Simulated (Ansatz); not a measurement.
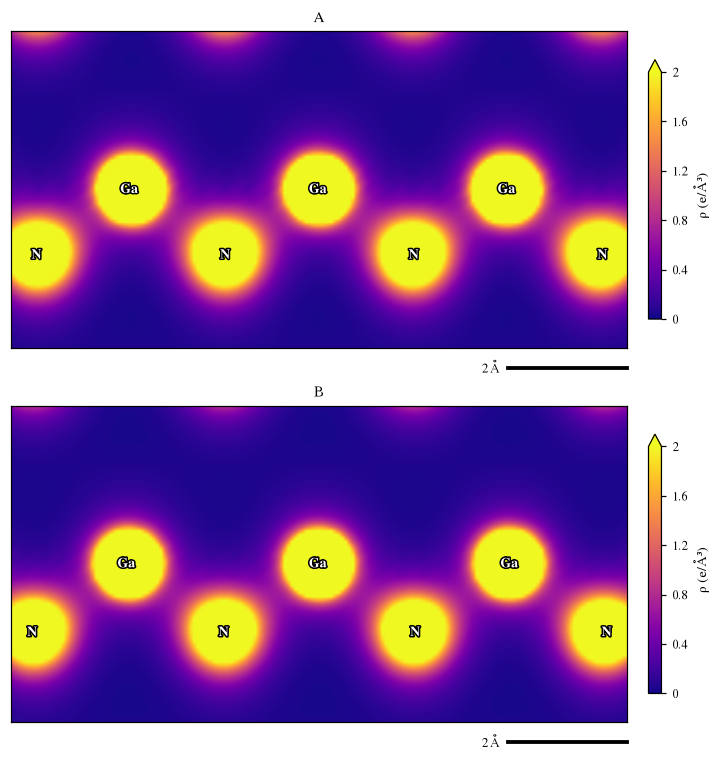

GaN. The valence charge density (pseudo) of two cells that differ in size and shape, on the (11̄0) plane of each (indices in the axes of the calculation cell), at one length scale and on one colour scale; one has 11.2 and the other 12.1 Å³ an atom.

Space group I-4m2; a structure from a database of computed crystals, not necessarily the ambient phase.

The calculation used DFT r2SCAN, scalar-relativistic, plane waves, PAW in Ansatz.

In a PAW calculation such maps are meaningful between the atoms, not at the nuclei.

Q: Which is the denser cell? Describe the effect of the change.

A: Panel A is the smaller cell, by 7 % in volume. From the larger cell to the smaller, Ga–N goes from 1.99 to 1.94 Å, and the density at its midpoint from 0.69 to 0.76 e/Å³; the pressure goes from −10 to 3.1 GPa; the Kohn–Sham gap goes from 1.7 eV to 2.2 eV.
